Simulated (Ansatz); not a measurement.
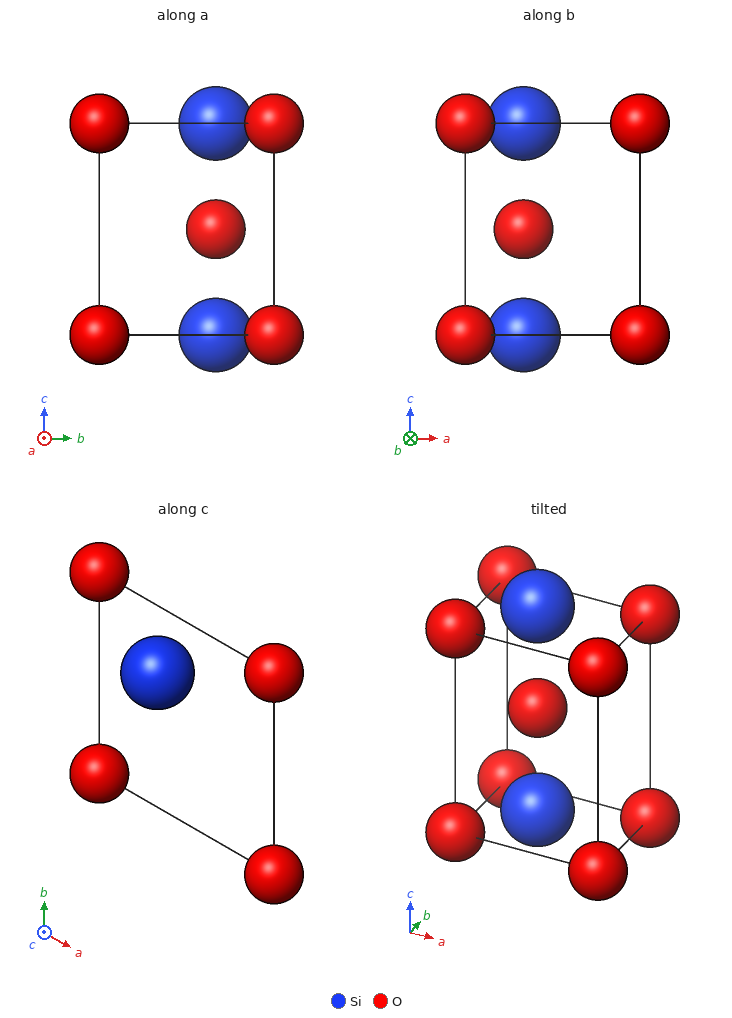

An orthographic spheres-only view of the structure, along the a axis, along the b axis, along the c axis and slightly off an axis. The parallelepiped is the conventional unit cell.

Lattice parameters: a = 3.130 Å, b = 3.130 Å, c = 3.283 Å, α = 90.00°, β = 90.00°, γ = 120.00°. Put a along x and b in the xy plane.

From the views, write a POSCAR file.

```
Si O
1.0
     3.130    0.000    0.000
    -1.565    2.711    0.000
     0.000    0.000    3.283
Si O
1 2
Direct
  0.3333 0.6667 0.0000
  0.0000 0.0000 0.0000
  0.3333 0.6667 0.5000
```

Origin of the cell: a structure type filled with these elements by a generator (whether the compound takes this form wasn't checked). What is shown is the relaxed result from Ansatz, DFT PBE+D3(BJ), scalar-relativistic, plane waves, PAW.
